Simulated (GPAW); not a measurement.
Input

```
from ase.dft.bandgap import bandgap
from ase.io import write
from ase.spacegroup import crystal
from ase.units import Bohr, GPa
from gpaw import GPAW, PW, setup_paths
from gpaw.elf import elf_from_dft_calculation

setup_paths.insert(0, '.')

# Zr 2c
atoms = crystal(['Zr'],
                basis=[[0.6666666667, 0.3333333333, 0.75]],
                spacegroup=194, setting=1,  # P6_3/mmc
                cellpar=[3.232, 3.232, 5.147, 90.0, 90.0, 120.0],
                primitive_cell=True)

calc = GPAW(mode=PW(600),
            xc='BLYP',
            kpts={'size': (9, 9, 5), 'gamma': True},
            occupations={'name': 'fermi-dirac', 'width': 0.05},
            nbands=32,
            convergence={'density': 1e-05, 'energy': 1e-05},
            mixer={'backend': 'pulay', 'beta': 0.02, 'nmaxold': 8, 'weight': 100.0},
            eigensolver='davidson',
            maxiter=150,
            txt='gpaw.txt')
atoms.calc = calc
energy = atoms.get_potential_energy()
forces = atoms.get_forces()
stress = atoms.get_stress()
calc.write('gs.gpw')
write('result.traj', atoms)
print(f'Energy: {energy:.6f} eV')
print('Forces (eV/A):')
print(forces.round(4))
print('Stress (GPa):', (stress / GPa).round(3))
print('Fermi level:', round(calc.get_fermi_level(), 4), 'eV')
print(f'Gap: {bandgap(calc)[0]:.4f} eV, direct: {bandgap(calc, direct=True)[0]:.4f} eV')

# fields on the real-space grid
write('density.cube', atoms, data=calc.get_pseudo_density() * Bohr**3)
write('potential.cube', atoms, data=calc.get_electrostatic_potential())
write('elf.cube', atoms, data=elf_from_dft_calculation(calc).data)
```

Run with:

```sh
gpaw-setup -f BLYP Zr
OMP_NUM_THREADS=1 python run.py
```

Below, planes, directions and counts refer to the conventional cell (a = 3.23 Å, b = 3.23 Å, c = 5.15 Å, α = 90.00°, β = 90.00°, γ = 120.00°).

Space group P6₃/mmc; computed pressure about 3 GPa in this cell.

The calculation used Kohn-Sham DFT of a periodic cell, BLYP, PAW data sets made by gpaw-setup for the functional in GPAW 26.7.0.

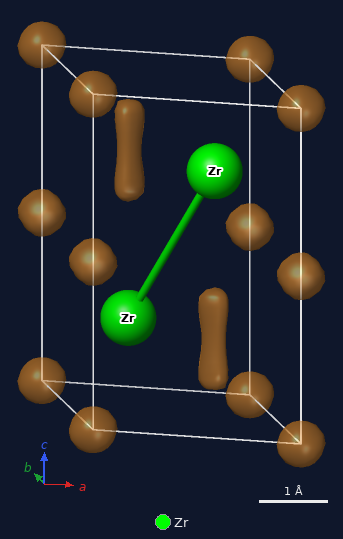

Zr. Isosurface of the ELF at 0.65 (orange), seen slightly off an axis. Core shells and regions of very low density are left out. Sticks mark near contacts.

In a PAW calculation such maps are meaningful between the atoms, not at the nuclei.

> What do the ELF domains correspond to?

The ELF exceeds this value in four pockets between the atoms, centred on no nucleus (multi-centre or interstitial), counted in one cell of 2 atoms. Regions shared between cells count once. There are no localised bonds or lone pairs at this value. Profiles from the grid: Zr–Zr (3.18 Å): the ELF is about 0.20 at the midpoint (no localised pair shows between them). Zr–Zr (3.23 Å): the ELF is about 0.25 at the midpoint: no shared electron pair shows on this line.
